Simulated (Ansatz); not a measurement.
System: Pt.

Calculation (Ansatz 0.2.0): a formula put on the sites of a structure type, uncorrected energy per atom over the elements' standard states (H N O F Cl as gases), plane-wave PAW DFT, cell and atoms relaxed at 0 K and 0 GPa, spin start parallel or as listed, metals to 4 meV/atom. Level: PBEsol, no spin polarisation.

wave cutoff 420 eV.

The names give the starting types; a cell can relax into another structure.

Describe the result: the energy above the element's standard state of each starting structure type. The cases: lonsdaleite type; beta-tungsten (A15); simple hexagonal; trigonal selenium type.

The lowest is lonsdaleite type, at 0.101 eV/atom; the next, simple hexagonal, is 0.068 eV/atom higher. In rising order: lonsdaleite type (0.101), simple hexagonal (0.169), beta-tungsten (A15) (0.291), trigonal selenium type (0.541), in eV/atom. The volume per atom, in Å³, is 15.62 for lonsdaleite type, 15.58 for beta-tungsten (A15), 16.17 for simple hexagonal and 17.31 for trigonal selenium type. The final space group number is 194 for lonsdaleite type, 223 for beta-tungsten (A15), 191 for simple hexagonal and 221 for trigonal selenium type.

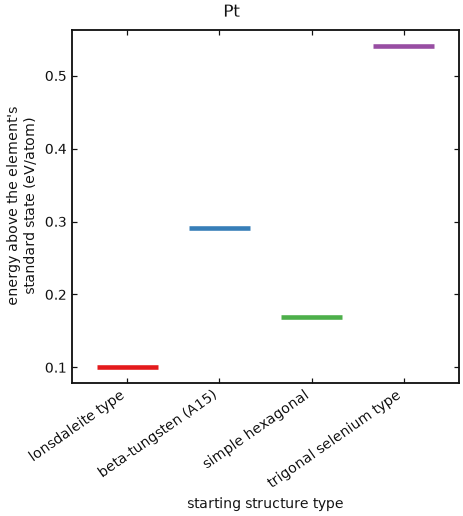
